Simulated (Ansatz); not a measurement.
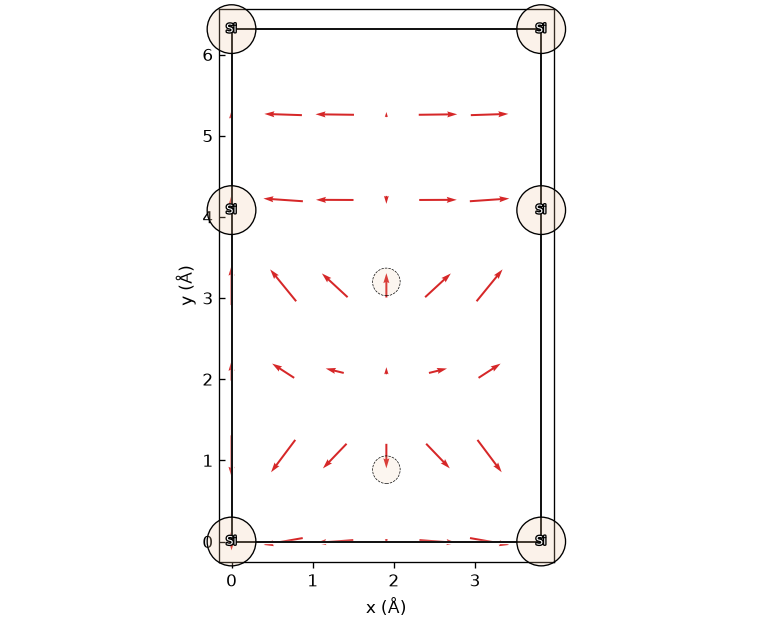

O on a Si(100) slab cut from the P6_3/mmc phase, its upper half relaxed before the scan (8 atoms of substrate and one adsorbate in a 1 × 1 cell). O is moved over the surface cell at a fixed height above a rigid substrate; the origin of the map has the adsorbate above Si7; the height is held at 3.00 Å. Places are given modulo a cell vector. The map is drawn in real space over the plane of the surface. Grid: 6 × 6 points; 24 points were computed and 12 follow by symmetry. With one adsorbate in each 1 × 1 cell, its nearest image is 3.8 Å away, so neighbouring adsorbates interact. At a fixed height the lowest place need not be the adsorption site. Level of theory: DFT PBE+D3(BJ), scalar-relativistic, plane waves, PAW in Ansatz 0.2.0. Settings: cutoff 420 eV, k-mesh 7×4×1, gaussian smearing 0.05 eV, spin-polarised.

In the figure: arrows along the force (downhill), their lengths compressed, labelled circles for the atoms of the top layer and small ones for the second layer, the outline of one cell of the plane.

> The arrows alone are given. Where are the wells?

The arrows converge at about (0.00, 0.68) of the cell vectors; the top site over a surface Si atom, (0/6, 0/6) of the cell vectors (3.0 meV up) (read from the interpolated surface).

The energy map of the same scan:

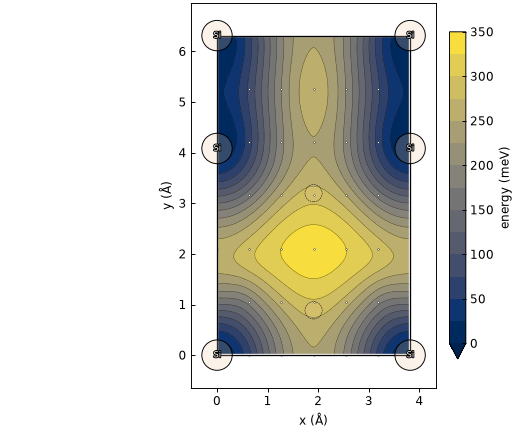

Energies are in meV, from the lowest grid point; between grid points the surface is interpolated.

PAW datasets: the set soft_1.
